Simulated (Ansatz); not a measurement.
# WSe$_{2}$: geometry relaxation (part 1 of 2)

WSe$_{2}$ (6 atoms in the cell), computed with DFT PBE+D3(BJ), scalar-relativistic, plane waves, PAW, no spin polarisation (Ansatz 0.2.0).

The structure was made by swapping elements on the sites of another compound; it need not be a known phase. It belongs to a series of runs on one base structure; here: S -> Se on all its sites, cell and atoms relaxed.

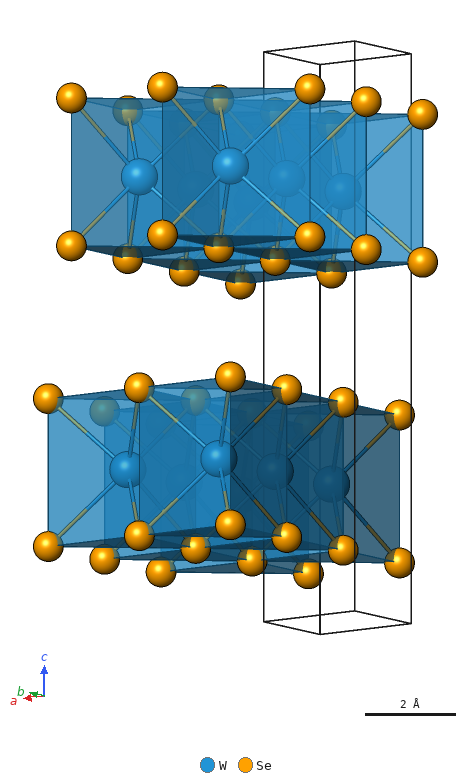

*The input geometry (polyhedral view of the cell of the calculation, repeated 2 × 3 × 1, seen at an oblique angle; polyhedra are completed across the faces of the cell).*

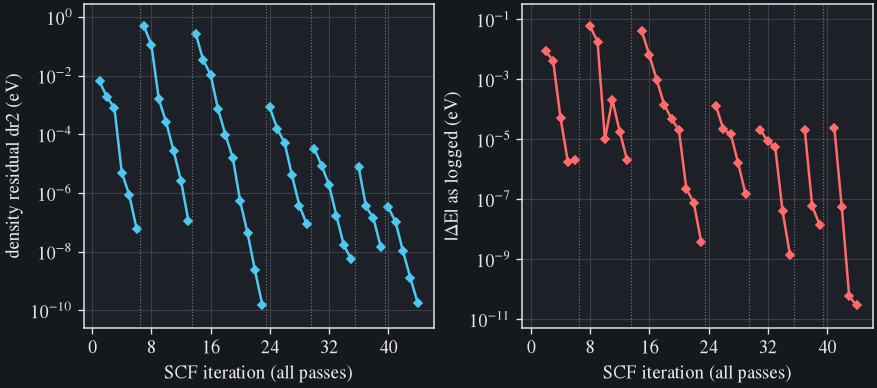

*Convergence of the self-consistent field: density residual dr2 and size of the energy change against the SCF iteration. The dotted lines part the SCF passes of the relaxation: geometry steps, rejected trials and re-solves on a re-selected basis.*

The 7 passes take 4 to 10 iterations each, 44 in all.

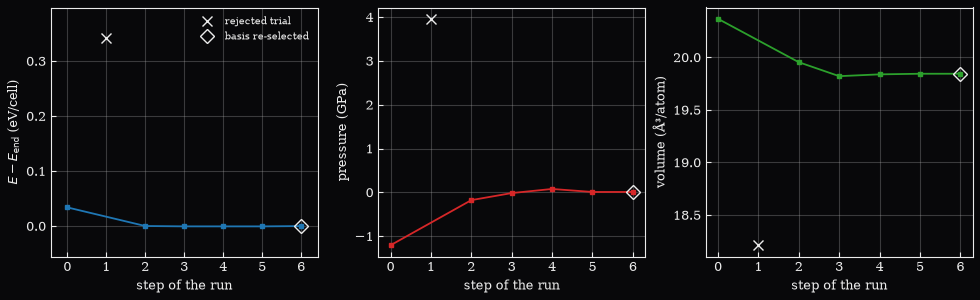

*Progress of the relaxation, step by step (the first geometry is step 0 here and step 1 in the log).*

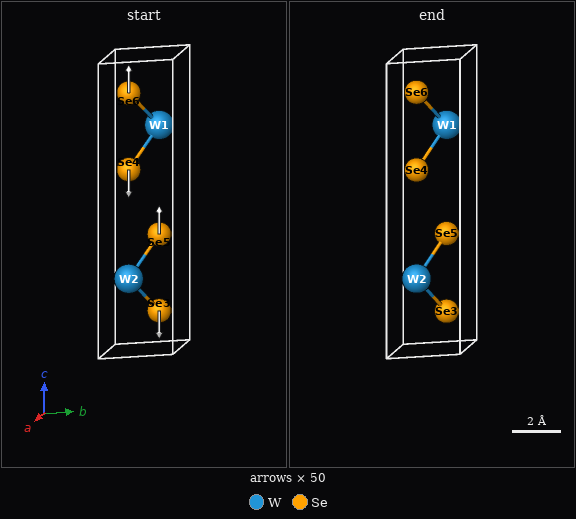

*Before (left) and after (right) the relaxation, at one scale (ball-and-stick view of the cell of the calculation, seen slightly off an axis). The white arrows give the displacements (without the part carried along by the change of the cell), magnified 50 times.*

The energy falls by 34.6 meV per cell of the calculation in 5 geometry steps. Largest force component: 0.19 eV/Å at the start, 0.0011 eV/Å at the end. The pressure goes from −1.21 to 0.01 GPa. The line search rejected the trial step at point 1 (counted from 0) and went back. The largest moves relative to the cell, 0.025 Å, are those of Se3, Se4, Se5 and Se6. W stays in place. Cell: a = b 3.322 → 3.279 Å (−1.3 %), c 12.783 → 12.787 Å (0.0 %). Volume −2.6 %. The space group stays P6_3/mmc (No. 194). A last SCF at the same geometry on a re-selected plane-wave basis shifts the energy by +0.6 meV per cell of the calculation. (Atoms are counted from 1 in the order of the input.)

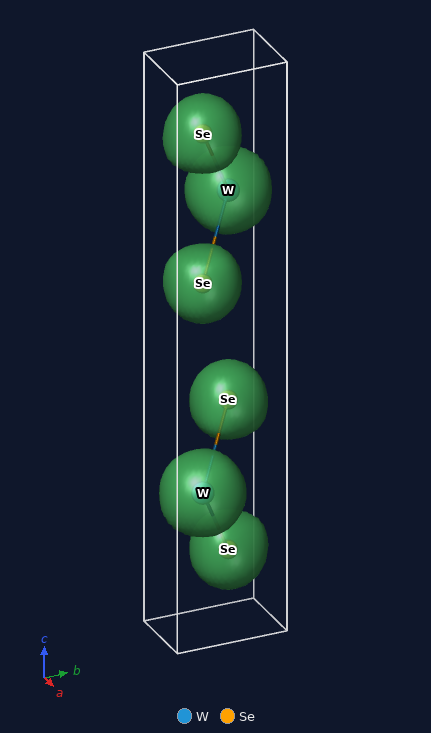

*Isosurface of the valence electron density at 0.8 e/Å³ (green), seen slightly off an axis. Sticks mark near contacts. The outline is the cell set on symmetry axes.*

At this value the density breaks into separate islands; it holds about 70 % of the electrons treated as valence (semicore included). It is pinched off along the W–Se (2.53 Å) contacts. On the grid the lowest density along these lines, outside the cores, is 0.55 e/Å³ (W–Se, 2.53 Å). In a PAW calculation such maps are meaningful between the atoms, not at the nuclei.

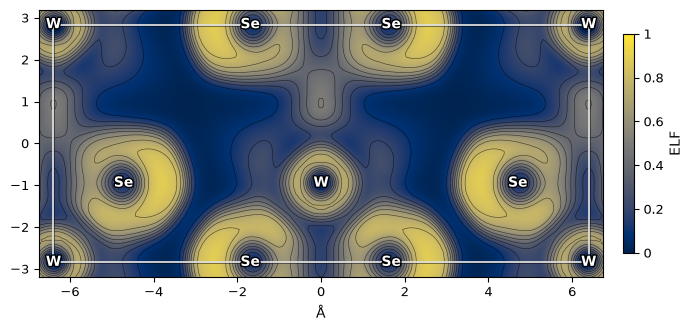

*ELF on the (110) plane of the conventional cell.*

The section cuts through W and Se sites. W–Se (2.53 Å): the ELF is about 0.55 at the midpoint. The strong features right at W lie inside the PAW spheres (semicore, d or f shells) and say nothing about bonding.

The input that produced these results follows, with the program's output.

Input file:
```yaml
crystal:
  lattice:
    - [3.3224014218, 0.0, 0.0]
    - [-1.6612007109, 2.8772840328, 0.0]
    - [0.0, 0.0, 12.7830691883]
  atoms:
    - { symbol: W, position: [0.3333333333, 0.6666666667, 0.75] }
    - { symbol: W, position: [0.6666666667, 0.3333333333, 0.25] }
    - { symbol: Se, position: [0.3333333333, 0.6666666667, 0.1202472841] }
    - { symbol: Se, position: [0.6666666667, 0.3333333333, 0.6202472841] }
    - { symbol: Se, position: [0.3333333333, 0.6666666667, 0.3797527159] }
    - { symbol: Se, position: [0.6666666667, 0.3333333333, 0.8797527159] }
basis:
  ecutwfc: 420
kpoints:
  mp_grid: { grid: [9, 9, 2] }
hamiltonian:
  xc: pbe
  dispersion: d3bj
scf:
  occupations: { method: gaussian, width: 0.02 }
output:
  forces: true
  stress: true
  eigenvalues: true
  write_density: true
  write_potential: true
  elf: true
  volumetric_format: npy
relax:
  adjacent_minimum: "off"
  f_tol: 0.01
  max_steps: 60
  cell: { stress_tol: 0.1 }
```

Run as:
```bash
ansatz run input.yaml --threads 1 --pin off --max-ram 2560MiB --backend cpu --events-out ev --progress --plain --runs-dir out
```

What the program printed:
```
Engine: ansatz 0.2.0, aarch64-unknown-linux-gnu
Pseudopotentials: kind: paw
Pseudopotential: W, paw, valence charge 14, recommended cutoff 420 eV (normal), W.paw.azcp
Pseudopotential: Se, paw, valence charge 16, recommended cutoff 420 eV (normal), Se.paw.azcp
Functional definition: PBE
  parameter kappa = 0.804
  parameter beta = 0.06672455060314922
  exchange = pbe_x(kappa = kappa, mu = beta*pi^2/3)
  correlation = pbe_c(beta = beta)
Crystal: 6 atoms, lattice volume = 122.200 Å³
Basis set: ecut = 420 eV, 2419 PW (Γ), exchange–correlation on 48×48×180 points (8 copies of the dense FFT grid, shifted against one another)
Bands: 56, of which v1, the nominal top of the filled ones, is band 46 counted from 1 (45 counted from 0)
Symmetry: 24 space group operations
Space group: P63/mmc (ITA 194), of the structure as read, at distance tolerance 5.0e-5 Å
k-points: 24 of 162
Non-local potential: W, projectors of the file, l = 0: 3, l = 1: 2, l = 2: 2, l = 3: 1
Non-local potential: Se, projectors of the file, l = 0: 2, l = 1: 2, l = 2: 3, l = 3: 1
PAW form: soft (Blöchl's): semilocal exchange-correlation on the pseudo side does not see the compensation charge
PAW one-centre angular grid: W, 590 points (default); XC on 64 Gauss nodes
PAW one-centre angular grid: Se, 590 points (default); XC on 64 Gauss nodes
Initial density: superposition of atomic densities (neutral atoms: chi_scale 0, normalization atom), corrected by the library's trained network
Initial wavefunctions: pseudopotential atomic-orbital guess
Functional: x = pbe(κ = 0.804, μ = 0.2195149727645171), c = pbe(β = 0.06672455060314922)
SCF iter   1: F=—  HF=-42651.964395 eV  |F-HF|=—  |Δ(HF+E_count)|=         —  Δρ=4.28e-3  dr2=6.44e-3  ethr=1.77e-3  ⟨swp⟩=6.6  Hψ=4854  notcnv=0  defer=1
preconditioner: auto → Resta (q_TF=auto, 2.602 Å⁻¹)  ε∞=6.1  [insulator: Δε(μ)=1.002 eV  Ē_g=8.931 eV  σ=0.020 eV  W_gap=1.00  n_scr=40 (ndim 8)  ℏωp=20.2 eV  f_vac=0.041  D(μ)=0.00/eV (n_scr^D=0)  ε∞_Penn≈6.1]
SCF iter   2: F=—  HF=-42651.973002 eV  |F-HF|=—  |Δ(HF+E_count)|=   8.61e-3  Δρ=2.49e-3  dr2=1.87e-3  ethr=7.00e-6  ⟨swp⟩=2.0  Hψ=2385  notcnv=0  defer=58
SCF iter   3: F=—  HF=-42651.977245 eV  |F-HF|=—  |Δ(HF+E_count)|=   4.24e-3  Δρ=5.63e-4  dr2=8.07e-4  ethr=2.03e-6  ⟨swp⟩=2.0  Hψ=1926  notcnv=0  defer=58
SCF iter   4: F=—  HF=-42651.977194 eV  |F-HF|=—  |Δ(HF+E_count)|=   5.12e-5  Δρ=8.40e-5  dr2=5.03e-6  ethr=8.78e-7  ⟨swp⟩=2.8  Hψ=2290  notcnv=0  defer=58
SCF iter   5: F=—  HF=-42651.977192 eV  |F-HF|=—  |Δ(HF+E_count)|=   1.76e-6  Δρ=3.14e-5  dr2=8.86e-7  ethr=5.46e-9  ⟨swp⟩=2.1  Hψ=1872  notcnv=0  defer=58
SCF iter   6: F=-42651.977194 eV  HF=-42651.977194 eV  |F-HF|=7.81e-8  |Δ(HF+E_count)|=   2.08e-6  Δρ=6.49e-6  dr2=6.14e-8  ethr=1.09e-10  ⟨swp⟩=11.4  Hψ=9536  notcnv=0
SCF 1 converged in 6 iterations: F = -42651.977194 eV  dr2 = 6.14e-8
  greatest PAW one-centre occupation: 1.000 electrons in one spin orbital (limit 2), on the Se atom at site 4 (counted from 0), in its partial waves of l = 2
relax step   1: F+E_penalty+E_count = -42651.97719414 eV  Δ(F+E_penalty+E_count) = +0.000e0 eV  max|allowed force component| = 1.895e-1 eV/Å  Δτ_max = 0.0000 Å  P = -1.207 GPa  Ω = 122.200 Å³  (6 SCF iters, dr2 threshold 1.00e-7 eV, accepted)
Crystal: 6 atoms, lattice volume = 109.275 Å³
Basis set: ecut = 420 eV, 2107 PW (Γ), exchange–correlation on 48×48×180 points (8 copies of the dense FFT grid, shifted against one another)
Initial density: handed on by an earlier stage of this run
Initial wavefunctions: those handed on with the density
iter 1 solved again at ethr=5.21e-4 eV; its pass at ethr=3.10e-3 eV (dr2=4.79e-1 eV) is discarded
SCF iter   1: F=—  HF=-42651.745720 eV  |F-HF|=—  |Δ(HF+E_count)|=         —  Δρ=1.09e-2  dr2=4.83e-1  ethr=5.21e-4  ⟨swp⟩=1.5  Hψ=5920  notcnv=0
preconditioner: auto → Resta (q_TF=auto, 2.651 Å⁻¹)  ε∞=6.4  [insulator: Δε(μ)=0.843 eV  Ē_g=9.166 eV  σ=0.020 eV  W_gap=1.00  n_scr=40 (ndim 8)  ℏωp=21.3 eV  f_vac=0.007  D(μ)=0.00/eV (n_scr^D=0)  ε∞_Penn≈6.4]
SCF iter   2: F=—  HF=-42651.687101 eV  |F-HF|=—  |Δ(HF+E_count)|=   5.86e-2  Δρ=5.63e-3  dr2=1.16e-1  ethr=5.21e-4  ⟨swp⟩=2.0  Hψ=1590  notcnv=0
SCF iter   3: F=—  HF=-42651.668857 eV  |F-HF|=—  |Δ(HF+E_count)|=   1.82e-2  Δρ=1.17e-3  dr2=1.59e-3  ethr=1.26e-4  ⟨swp⟩=3.0  Hψ=1921  notcnv=0
SCF iter   4: F=—  HF=-42651.668847 eV  |F-HF|=—  |Δ(HF+E_count)|=   1.00e-5  Δρ=3.98e-4  dr2=2.60e-4  ethr=1.73e-6  ⟨swp⟩=2.0  Hψ=2648  notcnv=0  defer=3
SCF iter   5: F=—  HF=-42651.668639 eV  |F-HF|=—  |Δ(HF+E_count)|=   2.08e-4  Δρ=1.41e-4  dr2=2.73e-5  ethr=2.83e-7  ⟨swp⟩=2.0  Hψ=2394  notcnv=0  defer=3
SCF iter   6: F=—  HF=-42651.668657 eV  |F-HF|=—  |Δ(HF+E_count)|=   1.83e-5  Δρ=4.08e-5  dr2=2.65e-6  ethr=2.96e-8  ⟨swp⟩=2.0  Hψ=1770  notcnv=0  defer=3
SCF iter   7: F=-42651.668659 eV  HF=-42651.668659 eV  |F-HF|=1.07e-7  |Δ(HF+E_count)|=   1.98e-6  Δρ=9.64e-6  dr2=1.14e-7  ethr=6.52e-10  ⟨swp⟩=11.3  Hψ=11697  notcnv=0
SCF 2 converged in 7 iterations: F = -42651.668659 eV  dr2 = 1.14e-7
relax step   2: F+E_penalty+E_count = -42651.66865943 eV  Δ(F+E_penalty+E_count) = +3.085e-1 eV  max|allowed force component| = 8.030e-1 eV/Å  Δτ_max = 0.1285 Å  P = +3.960 GPa  Ω = 109.275 Å³  energy of the carried Pulay correction = +2.449e-3 eV  (7 SCF iters, dr2 threshold 6.00e-7 eV, rejected (line search))
Crystal: 6 atoms, lattice volume = 119.723 Å³
Basis set: ecut = 420 eV, 2347 PW (Γ), exchange–correlation on 48×48×180 points (8 copies of the dense FFT grid, shifted against one another)
iter 1 solved again at ethr=2.92e-4 eV; its pass at ethr=3.10e-3 eV (dr2=2.68e-1 eV) is discarded
SCF iter   1: F=—  HF=-42652.057838 eV  |F-HF|=—  |Δ(HF+E_count)|=         —  Δρ=8.75e-3  dr2=2.68e-1  ethr=2.92e-4  ⟨swp⟩=1.8  Hψ=5849  notcnv=0
preconditioner: auto → Resta (q_TF=auto, 2.611 Å⁻¹)  ε∞=6.1  [insulator: Δε(μ)=1.067 eV  Ē_g=9.021 eV  σ=0.020 eV  W_gap=1.00  n_scr=40 (ndim 8)  ℏωp=20.4 eV  f_vac=0.042  D(μ)=0.00/eV (n_scr^D=0)  ε∞_Penn≈6.1]
SCF iter   2: F=—  HF=-42652.018139 eV  |F-HF|=—  |Δ(HF+E_count)|=   3.97e-2  Δρ=4.92e-3  dr2=3.43e-2  ethr=2.91e-4  ⟨swp⟩=2.0  Hψ=1790  notcnv=0
SCF iter   3: F=—  HF=-42652.011818 eV  |F-HF|=—  |Δ(HF+E_count)|=   6.32e-3  Δρ=2.01e-3  dr2=1.10e-2  ethr=3.73e-5  ⟨swp⟩=2.2  Hψ=1914  notcnv=0
SCF iter   4: F=—  HF=-42652.010843 eV  |F-HF|=—  |Δ(HF+E_count)|=   9.75e-4  Δρ=7.02e-4  dr2=7.34e-4  ethr=1.20e-5  ⟨swp⟩=2.4  Hψ=2214  notcnv=0
SCF iter   5: F=—  HF=-42652.010987 eV  |F-HF|=—  |Δ(HF+E_count)|=   1.44e-4  Δρ=2.26e-4  dr2=9.88e-5  ethr=7.98e-7  ⟨swp⟩=2.0  Hψ=2396  notcnv=0
SCF iter   6: F=—  HF=-42652.011036 eV  |F-HF|=—  |Δ(HF+E_count)|=   4.92e-5  Δρ=9.46e-5  dr2=1.58e-5  ethr=1.07e-7  ⟨swp⟩=2.0  Hψ=2395  notcnv=0
SCF iter   7: F=—  HF=-42652.011056 eV  |F-HF|=—  |Δ(HF+E_count)|=   1.99e-5  Δρ=1.87e-5  dr2=5.23e-7  ethr=1.71e-8  ⟨swp⟩=2.2  Hψ=1882  notcnv=0
SCF iter   8: F=—  HF=-42652.011056 eV  |F-HF|=—  |Δ(HF+E_count)|=   2.27e-7  Δρ=5.80e-6  dr2=4.26e-8  ethr=5.69e-10  ⟨swp⟩=2.0  Hψ=2400  notcnv=0
SCF iter   9: F=—  HF=-42652.011056 eV  |F-HF|=—  |Δ(HF+E_count)|=   7.81e-8  Δρ=1.27e-6  dr2=2.30e-9  ethr=4.63e-11  ⟨swp⟩=2.8  Hψ=2293  notcnv=0
SCF iter  10: F=-42652.011056 eV  HF=-42652.011056 eV  |F-HF|=1.24e-10  |Δ(HF+E_count)|=   3.88e-9  Δρ=3.18e-7  dr2=1.48e-10  ethr=1.00e-12  ⟨swp⟩=7.0  Hψ=6627  notcnv=0
SCF 3 converged in 10 iterations: F = -42652.011056 eV  dr2 = 1.48e-10
  greatest PAW one-centre occupation: 1.000 electrons in one spin orbital (limit 2), on the Se atom at site 5 (counted from 0), in its partial waves of l = 2
relax step   3: F+E_penalty+E_count = -42652.01105581 eV  Δ(F+E_penalty+E_count) = -3.386e-2 eV  max|allowed force component| = 1.956e-2 eV/Å  Δτ_max = 0.0177 Å  P = -0.177 GPa  Ω = 119.723 Å³  energy of the carried Pulay correction = +4.490e-4 eV  (10 SCF iters, accepted)
Crystal: 6 atoms, lattice volume = 118.926 Å³
iter 1 solved again at ethr=8.88e-7 eV; its pass at ethr=3.10e-3 eV (dr2=8.17e-4 eV) is discarded
SCF iter   1: F=—  HF=-42652.011851 eV  |F-HF|=—  |Δ(HF+E_count)|=         —  Δρ=6.87e-4  dr2=8.36e-4  ethr=8.88e-7  ⟨swp⟩=2.3  Hψ=5653  notcnv=0
preconditioner: auto → Resta (q_TF=auto, 2.614 Å⁻¹)  ε∞=6.1  [insulator: Δε(μ)=0.989 eV  Ē_g=9.009 eV  σ=0.020 eV  W_gap=1.00  n_scr=40 (ndim 8)  ℏωp=20.4 eV  f_vac=0.027  D(μ)=0.00/eV (n_scr^D=0)  ε∞_Penn≈6.1]
SCF iter   2: F=—  HF=-42652.011717 eV  |F-HF|=—  |Δ(HF+E_count)|=   1.34e-4  Δρ=3.83e-4  dr2=1.57e-4  ethr=8.88e-7  ⟨swp⟩=2.0  Hψ=1533  notcnv=0
SCF iter   3: F=—  HF=-42652.011696 eV  |F-HF|=—  |Δ(HF+E_count)|=   2.17e-5  Δρ=1.36e-4  dr2=5.16e-5  ethr=1.71e-7  ⟨swp⟩=2.0  Hψ=1730  notcnv=0
SCF iter   4: F=—  HF=-42652.011711 eV  |F-HF|=—  |Δ(HF+E_count)|=   1.49e-5  Δρ=5.15e-5  dr2=3.98e-6  ethr=5.61e-8  ⟨swp⟩=2.8  Hψ=2204  notcnv=0
SCF iter   5: F=—  HF=-42652.011712 eV  |F-HF|=—  |Δ(HF+E_count)|=   1.61e-6  Δρ=1.34e-5  dr2=3.74e-7  ethr=4.32e-9  ⟨swp⟩=2.0  Hψ=2234  notcnv=0
SCF iter   6: F=-42652.011712 eV  HF=-42652.011712 eV  |F-HF|=8.70e-8  |Δ(HF+E_count)|=   1.52e-7  Δρ=7.11e-6  dr2=8.50e-8  ethr=1.33e-10  ⟨swp⟩=8.9  Hψ=10109  notcnv=0
SCF 4 converged in 6 iterations: F = -42652.011712 eV  dr2 = 8.50e-8
  Residual-converged pass: ⟨swp⟩=1.0  Hψ=1440  notcnv=0  max |occ|·‖R‖ = 7.0e-9 eV (tolerance 1.0e-8 eV)  dr2=8.50e-8  dr2_onsite=9.88e-9  max |Δocc| = 1.8e-279
relax step   4: F+E_penalty+E_count = -42652.01171242 eV  Δ(F+E_penalty+E_count) = -6.566e-4 eV  max|allowed force component| = 1.030e-2 eV/Å  Δτ_max = 0.0099 Å  P = -0.016 GPa  Ω = 118.926 Å³  energy of the carried Pulay correction = +5.953e-4 eV  (6 SCF iters, dr2 threshold 1.23e-7 eV, accepted)
Crystal: 6 atoms, lattice volume = 119.030 Å³
iter 1 solved again at ethr=4.07e-8 eV; its pass at ethr=3.10e-3 eV (dr2=3.75e-5 eV) is discarded
```
